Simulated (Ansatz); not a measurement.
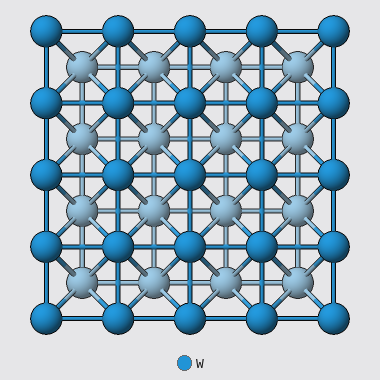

The system is S on a W(100) slab cut from the Fm-3m phase, its upper half relaxed before the scan (12 atoms of substrate and one adsorbate in a 2 × 2 cell); the picture shows it without the atoms that are moved over the map. S is moved over the surface cell; relaxed at each place: the height of the adsorbate's atoms; substrate rigid; the origin of the map has the adsorbate above W9. Places are given modulo a cell vector. The map is drawn in real space over the plane of the surface. Grid: 6 × 6 points; 10 points were computed and 26 follow by symmetry. Places are given in fractions of the 1 × 1 surface cell. All energies are given in eV relative to the lowest grid point. The calculation used DFT PBE, scalar-relativistic, plane waves, PAW (Ansatz 0.2.0). Settings: cutoff 420 eV, k-mesh 5×5×1, gaussian smearing 0.1 eV, no spin polarisation.

Range: position of S13 along the first surface vector from 0.000 to 0.833; position of S13 along the second surface vector from 0.000 to 0.833.

Predict the map.

Answer. The lowest grid point is at a fourfold hollow over a second-layer W atom, (3/6, 3/6) of the cell vectors. It is the only kind of minimum in the scanned range. The highest grid point, the top site over a surface W atom, (0/6, 0/6) of the cell vectors, lies 2.03 eV above the lowest. On the interpolated surface the easiest way out of the lowest well to its copy in the next cell or period passes a barrier of about 0.97 eV. At the lowest point the adsorbate has 4 W at 2.52 Å as nearest neighbours, at the highest 1 W at 2.19 Å. Its relaxed height above the top atom is 1.51 Å at the lowest and 2.19 Å at the highest point.

| second ↓, first → | 0/6 | 1/6 | 2/6 | 3/6 | 4/6 | 5/6 |
| --- | --- | --- | --- | --- | --- | --- |
| 5/6 | 1.86 | 1.70 | 1.24 | 0.86 | 1.24 | 1.70 |
| 4/6 | 1.38 | 1.24 | 0.80 | 0.42 | 0.80 | 1.24 |
| 3/6 | 0.97 | 0.86 | 0.42 | 0.00 | 0.42 | 0.86 |
| 2/6 | 1.38 | 1.24 | 0.80 | 0.42 | 0.80 | 1.24 |
| 1/6 | 1.86 | 1.70 | 1.24 | 0.86 | 1.24 | 1.70 |
| 0/6 | 2.03 | 1.86 | 1.38 | 0.97 | 1.38 | 1.86 |

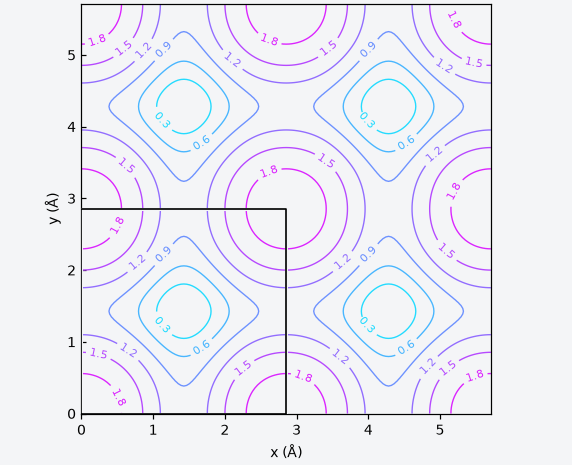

Drawn: contour lines labelled in eV, the outline of one cell of the 2 × 2 shown. Between grid points the surface is interpolated.

Each point was launched as `ansatz run input.yaml --threads 4 --pin off --max-ram 12288MiB --backend cpu --events-out ev --progress --plain --runs-dir out`. The whole map (10 points run) took 7.6 min on 4 threads of Intel(R) Xeon(R) Platinum 8259CL CPU @ 2.50GHz (Skylake/Cascade Lake), with other jobs on the host.

PAW datasets: the set soft_1.
